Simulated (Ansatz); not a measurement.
# Run report: Ni, geometry relaxation (part 2 of 3)

Ni (P6₃/mmc, 2 atoms in the cell); DFT, PBE, PAW with Ansatz's default frozen-core files, scalar-relativistic, spin-polarised (Ansatz 0.2.0); cutoff 420 eV, 22×22×12 k-mesh, Fermi–Dirac smearing of 0.08 eV, collinear spins. The structure was built on a prototype by a generator; it need not be a known phase. Its volume is 0.49 times that of the source entry. It belongs to a series of runs on one base structure; here: hcp relaxed under pressure, PAW files.

Geometry of the input (Å; fractional positions):
```
1.9717  0.0000  0.0000
-0.9858  1.7075  0.0000
0.0000  0.0000  3.1941
Ni 0.3333  0.6667  0.2500
Ni 0.6667  0.3333  0.7500
```

The program's output, continued:
```
SCF iter   1: F=—  HF=-11666.227684 eV  |F-HF|=—  |Δ(HF+E_count)|=         —  Δρ=5.59e-4 (↑4.90e-4 ↓5.59e-4)  dr2=1.78e-5  dr2_m=8.58e-6  M=0.161 μB ∫|m|=0.170 μB  β_m=0.30  ethr=3.92e-8  ⟨swp⟩=3.6  Hψ=92413  notcnv=0
preconditioner: auto → none  [metal: Δε(μ)=0.003 eV  Ē_g=18.858 eV  σ=0.080 eV  W_gap=0.01  n_scr=2 (ndim 8)  ℏωp=50.6 eV  f_vac=0.000  D(μ)=3.14/eV (n_scr^D=66)]
SCF iter   2: F=—  HF=-11666.227680 eV  |F-HF|=—  |Δ(HF+E_count)|=   3.77e-6  Δρ=3.27e-4 (↑3.27e-4 ↓2.84e-4)  dr2=2.11e-6  dr2_m=5.54e-6  M=0.161 μB ∫|m|=0.170 μB  β_m=0.42  ethr=3.92e-8  ⟨swp⟩=2.3  Hψ=25986  notcnv=0
SCF iter   3: F=—  HF=-11666.227683 eV  |F-HF|=—  |Δ(HF+E_count)|=   2.26e-6  Δρ=2.20e-4 (↑1.32e-4 ↓2.20e-4)  dr2=8.06e-7  dr2_m=2.55e-6  M=0.162 μB ∫|m|=0.171 μB  β_m=0.53  ethr=5.85e-9  ⟨swp⟩=2.9  Hψ=31493  notcnv=0
SCF iter   4: F=—  HF=-11666.227684 eV  |F-HF|=—  |Δ(HF+E_count)|=   1.07e-6  Δρ=1.20e-4 (↑1.09e-4 ↓1.20e-4)  dr2=1.41e-8  dr2_m=1.29e-6  M=0.162 μB ∫|m|=0.171 μB  β_m=0.76  ethr=5.56e-10  ⟨swp⟩=10.6  Hψ=158271  notcnv=0
SCF iter   5: F=—  HF=-11666.227684 eV  |F-HF|=—  |Δ(HF+E_count)|=   3.99e-7  Δρ=1.18e-4 (↑1.18e-4 ↓9.67e-5)  dr2=2.32e-8  dr2_m=1.13e-6  M=0.164 μB ∫|m|=0.173 μB  β_m=0.88  ethr=3.90e-11  ⟨swp⟩=10.8  Hψ=131810  notcnv=0
SCF iter   6: F=—  HF=-11666.227684 eV  |F-HF|=—  |Δ(HF+E_count)|=   2.66e-7  Δρ=1.22e-4 (↑1.22e-4 ↓9.94e-5)  dr2=2.98e-8  dr2_m=1.21e-6  M=0.165 μB ∫|m|=0.174 μB  β_m=0.01  ethr=3.90e-11  ⟨swp⟩=10.5  Hψ=130331  notcnv=0
SCF iter   7: F=—  HF=-11666.227685 eV  |F-HF|=—  |Δ(HF+E_count)|=   2.12e-7  Δρ=1.03e-4 (↑1.03e-4 ↓1.03e-4)  dr2=1.50e-8  dr2_m=1.04e-6  M=0.166 μB ∫|m|=0.175 μB  β_m=0.01  ethr=3.90e-11  ⟨swp⟩=10.6  Hψ=131826  notcnv=0
SCF iter   8: F=—  HF=-11666.227684 eV  |F-HF|=—  |Δ(HF+E_count)|=   1.65e-7  Δρ=1.50e-4 (↑1.10e-4 ↓1.50e-4)  dr2=5.38e-7  dr2_m=1.50e-6  M=0.167 μB ∫|m|=0.176 μB  β_m=0.01  ethr=3.90e-11  ⟨swp⟩=12.5  Hψ=152367  notcnv=0
SCF iter   9: F=—  HF=-11666.227685 eV  |F-HF|=—  |Δ(HF+E_count)|=   8.90e-7  Δρ=1.18e-4 (↑1.18e-4 ↓1.00e-4)  dr2=2.55e-7  dr2_m=1.06e-6  M=0.168 μB ∫|m|=0.177 μB  β_m=0.02  ethr=3.90e-11  ⟨swp⟩=3.9  Hψ=45689  notcnv=0
SCF iter  10: F=—  HF=-11666.227687 eV  |F-HF|=—  |Δ(HF+E_count)|=   1.90e-6  Δρ=1.01e-4 (↑9.50e-5 ↓1.01e-4)  dr2=1.71e-7  dr2_m=8.31e-7  M=0.175 μB ∫|m|=0.184 μB  β_m=0.36  ethr=3.90e-11  ⟨swp⟩=13.8  Hψ=167633  notcnv=0
SCF iter  11: F=—  HF=-11666.227692 eV  |F-HF|=—  |Δ(HF+E_count)|=   4.67e-6  Δρ=7.84e-5 (↑7.84e-5 ↓6.94e-5)  dr2=5.26e-8  dr2_m=4.97e-7  M=0.194 μB ∫|m|=0.204 μB  β_m=0.13  ethr=3.90e-11  ⟨swp⟩=15.3  Hψ=189067  notcnv=0
SCF iter  12: F=—  HF=-11666.227694 eV  |F-HF|=—  |Δ(HF+E_count)|=   2.00e-6  Δρ=7.03e-5 (↑7.03e-5 ↓5.56e-5)  dr2=5.85e-8  dr2_m=3.60e-7  M=0.204 μB ∫|m|=0.216 μB  β_m=0.69  ethr=3.90e-11  ⟨swp⟩=14.6  Hψ=180630  notcnv=0
SCF iter  13: F=—  HF=-11666.227695 eV  |F-HF|=—  |Δ(HF+E_count)|=   1.11e-6  Δρ=4.89e-5 (↑4.89e-5 ↓4.86e-5)  dr2=1.52e-8  dr2_m=2.19e-7  M=0.244 μB ∫|m|=0.257 μB  β_m=0.92  ethr=3.90e-11  ⟨swp⟩=16.8  Hψ=200108  notcnv=0
iter 14 did not close the SCF: its close was put off for a magnetic moment that had not settled (scf_convergence_deferred on its scf_iter line)
SCF iter  14: F=-11666.227696 eV  HF=-11666.227696 eV  |F-HF|=7.35e-10  |Δ(HF+E_count)|=   9.12e-7  Δρ=1.02e-5 (↑1.02e-5 ↓9.09e-6)  dr2=2.69e-9  dr2_m=6.44e-9  M=0.231 μB ∫|m|=0.244 μB  β_m=0.95  ethr=3.90e-11  ⟨swp⟩=14.7  Hψ=182690  notcnv=0
SCF iter  15: F=-11666.227696 eV  HF=-11666.227696 eV  |F-HF|=1.76e-9  |Δ(HF+E_count)|=   3.24e-8  Δρ=3.61e-6 (↑1.72e-6 ↓3.61e-6)  dr2=9.13e-10  dr2_m=2.61e-10  M=0.228 μB ∫|m|=0.241 μB  ethr=7.48e-12  ⟨swp⟩=7.7  Hψ=143579  notcnv=0
SCF 4 converged in 15 iterations: F = -11666.227696 eV  dr2 = 9.13e-10
relax step   4: F+E_penalty+E_count = -11666.22769590 eV  Δ(F+E_penalty+E_count) = -8.323e-2 eV  max|allowed force component| = 1.480e-16 eV/Å  Δτ_max = 0.0000 Å  P = +739.554 GPa  Ω = 10.781 Å³  energy of the carried Pulay correction = -1.539e-4 eV  (15 SCF iters, dr2 threshold 2.00e-7 eV, accepted)
Crystal: 2 atoms, lattice volume = 10.779 Å³
iter 1 solved again at ethr=1.56e-10 eV; its pass at ethr=3.10e-3 eV (dr2=5.62e-8 eV) is discarded
SCF iter   1: F=—  HF=-11666.219584 eV  |F-HF|=—  |Δ(HF+E_count)|=         —  Δρ=3.37e-5 (↑2.84e-5 ↓3.37e-5)  dr2=9.74e-8  dr2_m=2.25e-8  M=0.228 μB ∫|m|=0.241 μB  β_m=0.30  ethr=1.56e-10  ⟨swp⟩=3.3  Hψ=89197  notcnv=0
preconditioner: auto → none  [metal: Δε(μ)=0.002 eV  Ē_g=18.859 eV  σ=0.080 eV  W_gap=0.01  n_scr=2 (ndim 8)  ℏωp=50.6 eV  f_vac=0.000  D(μ)=3.09/eV (n_scr^D=66)]
iter 2 did not close the SCF: its close was put off for a magnetic moment that had not settled (scf_convergence_deferred on its scf_iter line)
SCF iter   2: F=-11666.219584 eV  HF=-11666.219584 eV  |F-HF|=2.39e-8  |Δ(HF+E_count)|=   9.54e-9  Δρ=1.44e-5 (↑1.44e-5 ↓1.31e-5)  dr2=4.22e-9  dr2_m=1.23e-8  M=0.228 μB ∫|m|=0.241 μB  β_m=0.36  ethr=1.56e-10  ⟨swp⟩=11.6  Hψ=140916  notcnv=0
iter 3 did not close the SCF: its close was put off for a magnetic moment that had not settled (scf_convergence_deferred on its scf_iter line)
SCF iter   3: F=-11666.219584 eV  HF=-11666.219584 eV  |F-HF|=9.24e-9  |Δ(HF+E_count)|=   1.78e-8  Δρ=8.84e-6 (↑7.61e-6 ↓8.84e-6)  dr2=2.11e-9  dr2_m=4.41e-9  M=0.228 μB ∫|m|=0.241 μB  β_m=0.54  ethr=1.17e-11  ⟨swp⟩=7.2  Hψ=119617  notcnv=0
SCF iter   4: F=-11666.219584 eV  HF=-11666.219584 eV  |F-HF|=1.18e-10  |Δ(HF+E_count)|=   1.07e-8  Δρ=2.39e-6 (↑9.23e-7 ↓2.39e-6)  dr2=3.89e-10  dr2_m=1.41e-10  M=0.228 μB ∫|m|=0.241 μB  ethr=5.85e-12  ⟨swp⟩=7.2  Hψ=120355  notcnv=0
SCF 5 converged in 4 iterations: F = -11666.219584 eV  dr2 = 3.89e-10
relax step   5: F+E_penalty+E_count = -11666.21958389 eV  Δ(F+E_penalty+E_count) = +8.112e-3 eV  max|allowed force component| = 2.082e-17 eV/Å  Δτ_max = 0.0000 Å  P = +740.000 GPa  Ω = 10.779 Å³  energy of the carried Pulay correction = -1.425e-4 eV  (4 SCF iters, dr2 threshold 2.00e-7 eV, accepted)
Initial wavefunctions: pseudopotential atomic-orbital guess (no wavefunctions were taken with the density)
iter 1 solved again at ethr=2.57e-8 eV; its pass at ethr=3.10e-3 eV (dr2=9.27e-6 eV) is discarded
SCF iter   1: F=—  HF=-11666.219717 eV  |F-HF|=—  |Δ(HF+E_count)|=         —  Δρ=2.05e-4 (↑2.05e-4 ↓1.94e-4)  dr2=4.13e-7  dr2_m=3.50e-9  M=0.228 μB ∫|m|=0.241 μB  β_m=0.30  ethr=2.57e-8  ⟨swp⟩=5.6  Hψ=145696  notcnv=0
SCF iter   2: F=—  HF=-11666.219722 eV  |F-HF|=—  |Δ(HF+E_count)|=   4.77e-6  Δρ=1.44e-4 (↑1.44e-4 ↓1.36e-4)  dr2=2.07e-7  dr2_m=1.81e-9  M=0.228 μB ∫|m|=0.241 μB  β_m=0.65  ethr=1.15e-9  ⟨swp⟩=2.2  Hψ=23363  notcnv=0
SCF iter   3: F=—  HF=-11666.219727 eV  |F-HF|=—  |Δ(HF+E_count)|=   5.40e-6  Δρ=8.86e-6 (↑6.66e-6 ↓8.86e-6)  dr2=1.09e-8  dr2_m=1.38e-10  M=0.228 μB ∫|m|=0.241 μB  β_m=0.48  ethr=5.74e-10  ⟨swp⟩=1.3  Hψ=17675  notcnv=0
SCF iter   4: F=-11666.219727 eV  HF=-11666.219727 eV  |F-HF|=2.38e-10  |Δ(HF+E_count)|=   4.49e-7  Δρ=2.06e-6 (↑1.56e-6 ↓2.06e-6)  dr2=5.51e-11  dr2_m=1.83e-10  M=0.228 μB ∫|m|=0.241 μB  ethr=3.04e-12  ⟨swp⟩=10.0  Hψ=152196  notcnv=0
SCF 6 converged in 4 iterations: F = -11666.219727 eV  dr2 = 5.51e-11
  Residual-converged pass: ⟨swp⟩=1.0  Hψ=19666  notcnv=0  max |occ|·‖R‖ = 7.1e-9 eV (tolerance 1.0e-8 eV)  dr2=5.51e-11  dr2_m=1.83e-10  dr2_onsite=1.58e-10  max |Δocc| = 2.0e-10
relax step   6: F+E_penalty+E_count = -11666.21972676 eV  Δ(F+E_penalty+E_count) = -1.429e-4 eV  max|allowed force component| = 5.551e-17 eV/Å  Δτ_max = 0.0000 Å  P = +740.015 GPa  Ω = 10.779 Å³  stress off target by 7.03e-2 GPa  SCF on the basis re-selected at this cell (its energy is not comparable with the rows above)  (4 SCF iters)
```

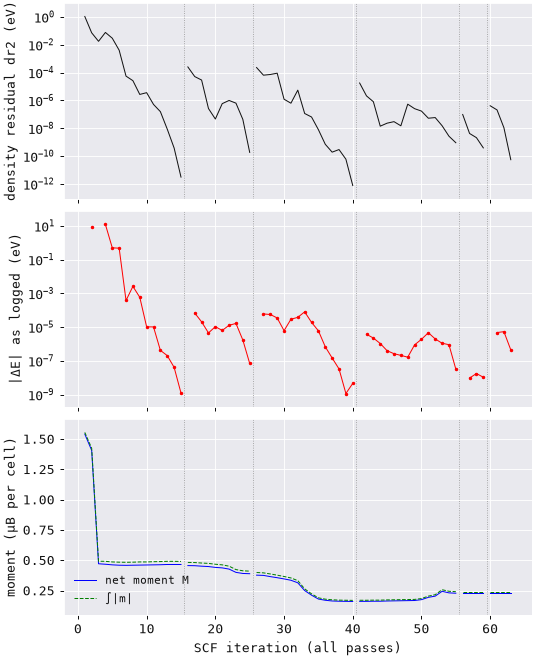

**Figure 1.** Convergence of the self-consistent field: density residual dr2, size of the energy change and magnetic moment against the SCF iteration. The dotted lines part the SCF passes of the relaxation: geometry steps, rejected trials and re-solves on a re-selected basis. The 6 passes take 4 to 15 iterations each, 63 in all. The net moment goes from 1.5 to 0.2 μB per cell.

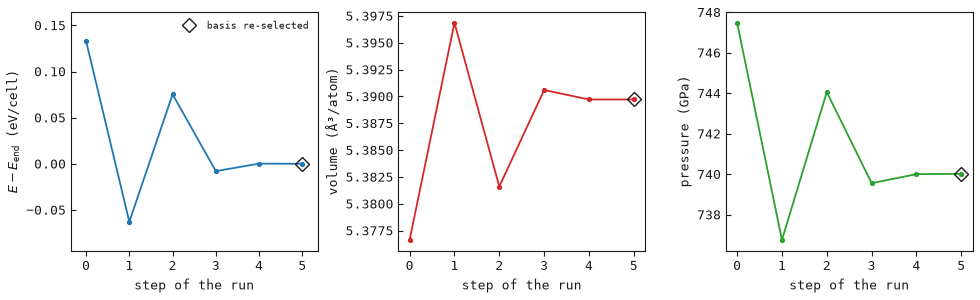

**Figure 2.** Progress of the relaxation, step by step (the first geometry is step 0 here and step 1 in the log).

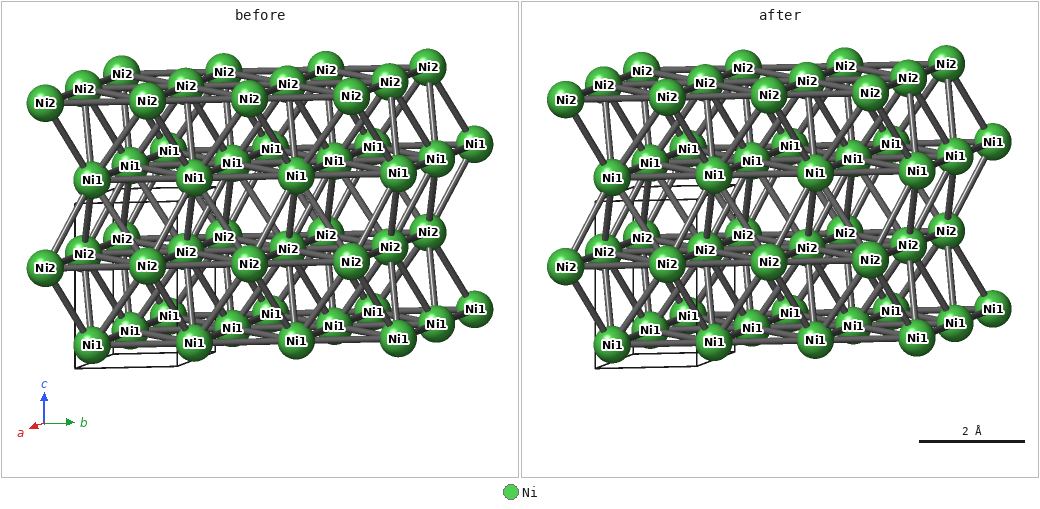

**Figure 3.** Before (left) and after (right) the relaxation, at one scale (ball-and-stick view of the cell of the calculation, repeated 3 × 4 × 2, seen slightly off an axis). The energy falls by 0.133 eV per cell of the calculation in 4 geometry steps. All forces vanish by symmetry, so only the cell relaxes. The pressure goes from 747.48 to 740.01 GPa. No atom moves by more than 0.005 Å relative to the cell. The drawn cell changes as follows: a = b 1.972 → 1.962 Å (−0.5 %), c 3.194 → 3.233 Å (+1.2 %); the volume changes by +0.2 %. Distances before and after: Ni1–Ni2 1.961 → 1.974 Å, Ni1–Ni1 1.972 → 1.962 Å. The space group stays P6_3/mmc (No. 194). A last SCF at the same geometry on a re-selected plane-wave basis shifts the energy by −0.1 meV per cell of the calculation. (Atoms are counted from 1 in the order of the input.)

```
basis re-selected at this cell: Δ(F+E_penalty+E_count) = -1.429e-4 eV, ΔP = +0.015 GPa vs the last step (what re-selecting the basis moved, of the pressure what is left beyond the Pulay correction that the steps carried, after the strain that the cell walked since its last selection, with what the two solves' SCF thresholds leave and, on support functions, any second-order correction that the steps lacked; it is no measure of the basis error at this ecutwfc). This SCF's stress stands 7.03e-2 GPa from its target on what of the cell is left free (relax.cell.stress_tol is 3.70e-1 GPa) and its largest allowed force component is 5.55e-17 eV/Å (relax.f_tol is 5.00e-3 eV/Å): within both
SCF converged after 4 iterations
Magnetization: 0.2284 μB (18.1142 up, 17.8858 down)
Absolute magnetization: 0.2412 μB (∫|ρ↑−ρ↓|, with the PAW one-centre terms)
Spin contamination: 0.0002 ħ² per cell (⟨S²⟩ above its minimum at these occupations)
Per-site moments (μB) at R_I (Å): [(0.11701228463274142, 0.8094363272232361), (0.117012284632741, 0.8094363272232361)]
Free energy (F): -11666.219727 eV
Harris-Foulkes:  -11666.219727 eV  (|F-HF|=2.38e-10)
Internal energy: -11666.156125 eV  (E = F + TS)
E sigma→0 (E₀):  -11666.187926 eV
Entropy (-TS):   -0.063602 eV (-31.801 meV/atom)
Fermi energy:    41.371515 eV
--- Per-component energies (eV) ---
  E_band       = 174.391172
  E_kinetic    = 615.018867
  E_local      = -4445.028355  (includes V_loc(G=0)·N_el)
  E_nonlocal   = 1299.193675
  E_hartree    = 2003.861033
  E_xc         = -185.802742
  E_vxc        = -240.650689  (∫ρ·V_xc dr)
  E_paw        = -3268.096992  (= ΣΔE_a)
  E_vpaw       = -1061.864844  (= ΣTr[D̂ρ^β])
  E_aug_tail   = 0.000816  (compensation charges beyond the density's cutoff)
  E_ewald      = -7685.302426
  E_smearing   = -0.063602  (= −TS)
  E_closure    = -0.000000  (closes the sum)
  Σ components = -11666.219727   (vs F -11666.219727, Δ=0.00e0)
--- Forces (eV/Å), atoms counted from 1 ---
  atom   1  Ni    -0.00000000     0.00000000     0.00000000
  atom   2  Ni     0.00000000    -0.00000000    -0.00000000
  max |Σ_I F_I| component: 4.63e-18 eV/Å
--- Stress (GPa, compression-positive) ---
      739.986967      -0.000000      -0.000000
       -0.000000     739.986967       0.000000
       -0.000000       0.000000     740.070287
  P = ⅓ Tr σ = 740.0147 GPa (7400.147 kbar)
--- Band table (eV; the first three rows and the last of 728) ---
  k-point 0 ↑: bands = ["-64.3850", "-63.8493", "-25.7064", "-23.7463", "-23.7463", "-23.4794", "-23.4794", "-23.4283", "26.7786", "30.7150", "35.8803", "36.0939", "36.0939", "36.9270", "36.9270", "38.1426", "38.1426", "40.1527", "40.8491", "40.8491", "54.6906", "68.8159", "73.1741"]
  k-point 1 ↑: bands = ["-64.3761", "-63.8586", "-25.6693", "-23.7420", "-23.7420", "-23.4841", "-23.4841", "-23.4687", "26.8993", "30.7394", "35.8330", "36.0565", "36.0565", "36.8797", "36.8797", "38.2444", "38.2444", "39.8120", "40.8422", "40.8422", "55.1485", "68.6433", "73.1744"]
  k-point 2 ↑: bands = ["-64.3498", "-63.8858", "-25.5602", "-23.7289", "-23.7289", "-23.5878", "-23.4976", "-23.4976", "27.2535", "30.8009", "35.7001", "35.9740", "35.9740", "36.7488", "36.7488", "38.5151", "38.5151", "38.9266", "40.8132", "40.8132", "56.3916", "68.2160", "73.0244"]
  k-point 363 ↓: bands = ["-63.5415", "-63.5415", "-25.1436", "-25.1436", "-24.6967", "-24.6967", "-23.6880", "-23.6880", "32.9485", "32.9485", "33.5598", "33.5598", "35.5836", "35.5836", "38.0011", "38.0011", "41.1623", "41.1623", "51.7173", "51.7173", "54.6872", "54.6872", "59.8726"]
--- Relaxed structure (5 steps of the walk, 5 accepted, 1 SCFs on fresh bases) ---
  F+E_penalty+E_count = -11666.21972676 eV   max|allowed force component| = 5.551e-17 eV/Å   (the final SCF, on the basis selected at the relaxed cell)
  cell:  # Å, volume = 10.7794 Å³
    - [1.962269884177542, 4.587689350124213e-34, 1.7203835062965801e-34]
    - [-0.981134942088771, 1.6993755687788994, 2.3020094973076854e-19]
    - [0.0, 4.306173201493752e-19, 3.232568006505001]
  atoms:
    - { symbol: Ni, position: [0.3333333333333333, 0.6666666666666666, 0.24999999999999997] }
    - { symbol: Ni, position: [0.6666666666666665, 0.3333333333333333, 0.7499999999999999] }
```

Trajectory as extended XYZ (Å, eV, eV/Å), 6 frames, from step=1 to step=6:
```
2
Lattice="1.9717 0.0000 0.0000 -0.9858 1.7075 0.0000 0.0000 0.0000 3.1941" Properties=species:S:1:pos:R:3:forces:R:3 step=1 energy=-11666.08658 pressure_GPa=747.48
Ni    0.0000    1.1383    0.7985    0.0000   0.0000   0.0000
Ni    0.9858    0.5692    2.3956    0.0000   0.0000   0.0000
2
Lattice="1.9684 0.0000 0.0000 -0.9842 1.7047 0.0000 0.0000 0.0000 3.2166" Properties=species:S:1:pos:R:3:forces:R:3 step=2 energy=-11666.28258 pressure_GPa=736.75
Ni    0.0000    1.1365    0.8042    0.0000   0.0000   0.0000
Ni    0.9842    0.5682    2.4125    0.0000   0.0000   0.0000
2
Lattice="1.9603 0.0000 0.0000 -0.9801 1.6976 0.0000 0.0000 0.0000 3.2343" Properties=species:S:1:pos:R:3:forces:R:3 step=3 energy=-11666.14447 pressure_GPa=744.06
Ni    0.0000    1.1318    0.8086    0.0000   0.0000   0.0000
Ni    0.9801    0.5659    2.4257    0.0000   0.0000   0.0000
2
Lattice="1.9623 0.0000 0.0000 -0.9812 1.6994 0.0000 0.0000 0.0000 3.2329" Properties=species:S:1:pos:R:3:forces:R:3 step=4 energy=-11666.22770 pressure_GPa=739.55
Ni    0.0000    1.1330    0.8082    0.0000   0.0000   0.0000
Ni    0.9812    0.5665    2.4246    0.0000   0.0000   0.0000
2
Lattice="1.9623 0.0000 0.0000 -0.9811 1.6994 0.0000 0.0000 0.0000 3.2326" Properties=species:S:1:pos:R:3:forces:R:3 step=5 energy=-11666.21958 pressure_GPa=740.00
Ni    0.0000    1.1329    0.8081    0.0000   0.0000   0.0000
Ni    0.9811    0.5665    2.4244    0.0000   0.0000   0.0000
2
Lattice="1.9623 0.0000 0.0000 -0.9811 1.6994 0.0000 0.0000 0.0000 3.2326" Properties=species:S:1:pos:R:3:forces:R:3 step=6 energy=-11666.21973 pressure_GPa=740.01
Ni    0.0000    1.1329    0.8081    0.0000   0.0000   0.0000
Ni    0.9811    0.5665    2.4244    0.0000   0.0000   0.0000
```
